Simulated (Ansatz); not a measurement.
# Zn₁₈O₁₉ (cell with a defect): what the fields show

The calculation's input:

```
crystal:
  lattice:
    - [-4.9190861691, -2.8400357239, 5.2932331742]
    - [4.9190861691, -2.8400357239, 5.2932331742]
    - [1.0e-10, 5.6800714478, 5.2932331742]
  atoms:
    - { symbol: Zn, position: [0.6113125816, 0.6113125816, 0.2779792483] }
    - { symbol: Zn, position: [0.6113125816, 0.2779792483, 0.6113125816] }
    - { symbol: Zn, position: [0.2772313781, 0.9551377159, 0.2601467701] }
    - { symbol: Zn, position: [0.9339648715, 0.2635741152, 0.2897276544] }
    - { symbol: Zn, position: [0.2779792483, 0.6113125816, 0.6113125816] }
    - { symbol: Zn, position: [0.6113125816, 0.944645915, 0.944645915] }
    - { symbol: Zn, position: [0.2733217501, 0.2774763263, 0.9595618951] }
    - { symbol: Zn, position: [0.944645915, 0.944645915, 0.6113125816] }
    - { symbol: Zn, position: [0.944645915, 0.6113125816, 0.944645915] }
    - { symbol: Zn, position: [0.5557570261, 0.2224236927, 0.2224236927] }
    - { symbol: Zn, position: [0.5557570261, 0.8890903594, 0.5557570261] }
    - { symbol: Zn, position: [0.2224236927, 0.5557570261, 0.2224236927] }
    - { symbol: Zn, position: [0.8890903594, 0.8890903594, 0.2224236927] }
    - { symbol: Zn, position: [0.2224236927, 0.2224236927, 0.5557570261] }
    - { symbol: Zn, position: [0.5557570261, 0.5557570261, 0.8890903594] }
    - { symbol: Zn, position: [0.2224236927, 0.8890903594, 0.8890903594] }
    - { symbol: Zn, position: [0.8890903594, 0.5557570261, 0.5557570261] }
    - { symbol: Zn, position: [0.8890903594, 0.2224236927, 0.8890903594] }
    - { symbol: O, position: [0.7376796406, 0.7376796406, 0.4043463073] }
    - { symbol: O, position: [0.7376796406, 0.4043463073, 0.7376796406] }
    - { symbol: O, position: [0.4043463073, 0.0710129739, 0.4043463073] }
    - { symbol: O, position: [0.0710129739, 0.4043463073, 0.4043463073] }
    - { symbol: O, position: [0.4043463073, 0.7376796406, 0.7376796406] }
    - { symbol: O, position: [0.7376796406, 0.0710129739, 0.0710129739] }
    - { symbol: O, position: [0.4043463073, 0.4043463073, 0.0710129739] }
    - { symbol: O, position: [0.0710129739, 0.0710129739, 0.7376796406] }
    - { symbol: O, position: [0.0710129739, 0.7376796406, 0.0710129739] }
    - { symbol: O, position: [0.682124085, 0.3487907517, 0.3487907517] }
    - { symbol: O, position: [0.682124085, 0.0154574184, 0.682124085] }
    - { symbol: O, position: [0.3487907517, 0.682124085, 0.3487907517] }
    - { symbol: O, position: [0.0336491945, -0.0018298786, 0.356071959] }
    - { symbol: O, position: [0.3487907517, 0.3487907517, 0.682124085] }
    - { symbol: O, position: [0.682124085, 0.682124085, 0.0154574184] }
    - { symbol: O, position: [0.3431513423, 0.0160144799, 0.0156575672] }
    - { symbol: O, position: [0.0154574184, 0.682124085, 0.682124085] }
    - { symbol: O, position: [0.0079178733, 0.355257964, 0.0099876445] }
    - { symbol: O, position: [0.1510201626, 0.1544597862, 0.1638453619] }
  host:
    lattice:
      - [3.2793907794, 0.0, 0.0]
      - [-1.6396953897, 2.8400357239, 0.0]
      - [0.0, 0.0, 5.2932331742]
    atoms:
      - { symbol: Zn, position: [0.6666666667, 0.3333333333, 0.5006044116] }
      - { symbol: Zn, position: [0.3333333333, 0.6666666667, 0.0006044116] }
      - { symbol: O, position: [0.6666666667, 0.3333333333, 0.8797055884] }
      - { symbol: O, position: [0.3333333333, 0.6666666667, 0.3797055884] }
basis:
  ecutwfc: 420
  xc_grid: 2
kpoints:
  mp_grid: { grid: [2, 2, 2], shift: [0.5, 0.5, 0.5] }
hamiltonian:
  xc: pbe
scf:
  occupations: { method: gaussian, width: 0.01 }
output:
  forces: true
  stress: false
  eigenvalues: true
  charged_corrections:
    defect_position: [0.15277778, 0.15277778, 0.15277778]
    epsilon: [[10.5528, 0.0, 0.0], [0.0, 10.5528, 0.0], [0.0, 0.0, 11.5878]]
  write_density: true
  write_potential: true
  elf: true
  volumetric_format: npy
relax:
  adjacent_minimum: "off"
  f_tol: 0.025
  max_steps: 45
```

Run with:

```sh
ansatz run input.yaml --threads 4 --pin off --max-ram 10240MiB --backend cpu --events-out ev --progress --plain --runs-dir out
```

The fields are those of the run's last geometry, not of the input's.

The calculation used DFT PBE, scalar-relativistic, plane waves, PAW in Ansatz.

Core electrons are frozen (PAW), and the valence fields are smoothed inside the atomic spheres.

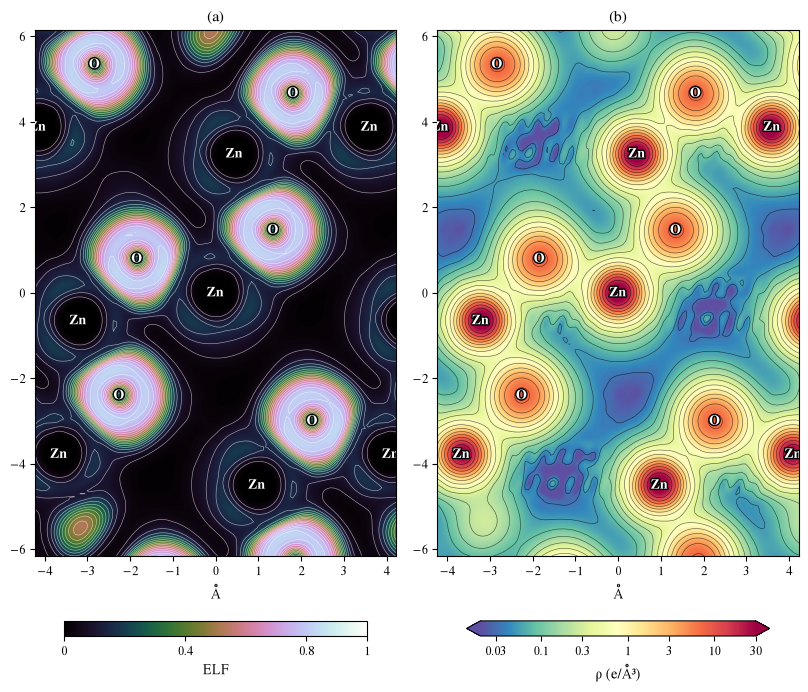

Figure 1. (a) ELF; (b) valence charge density (pseudo) on the (101̄) plane of the calculation cell.

> Interpret the plot.

Atoms in the plane: Zn and O. Zn–O (1.95 Å): the density is about 0.63 e/Å³ at the midpoint; the ELF peaks at about 0.85 in the valence shell of O, 0.6 Å from its nucleus, and is about 0.25 at the midpoint: no shared electron pair shows on this line. Zn–O (1.98 Å): the density is about 0.62 e/Å³ at the midpoint; the ELF peaks at about 0.85 in the valence shell of O, 0.6 Å from its nucleus, and is about 0.25 at the midpoint (no shared electron pair shows on this line). The density dies away to nearly zero in the voids.

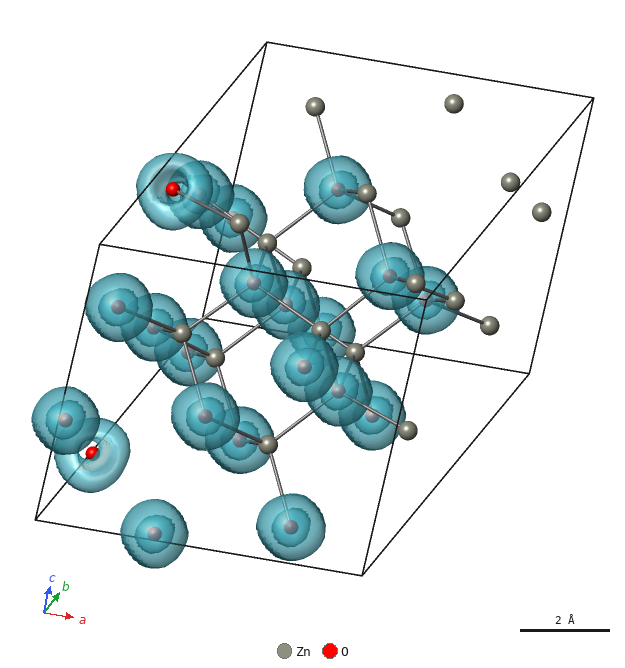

Figure 2. Isosurface of the ELF at 0.75 (cyan), seen at an oblique angle. Only the valence region is drawn (cores and ρ < 0.01 e/Å³ removed). Sticks mark near contacts.

> Describe the localisation domains.

The surface consists of 19 regions wrapped around O (the valence shell of each), counted in one cell of 37 atoms. Any copies at cell faces, edges or corners count once. Profiles from the grid: O–O (1.53 Å): the ELF peaks at about 0.65 between the atoms. Zn–O (1.94 Å): the ELF peaks at about 0.85 in the valence shell of O, 0.6 Å from its nucleus, and is about 0.25 at the midpoint; no shared electron pair shows on this line.

> Does the calculation give a band gap?

It is gapped, with a Kohn–Sham gap of 1.7 eV on the k-point mesh (the band edges may lie off the mesh, which would make the gap smaller).
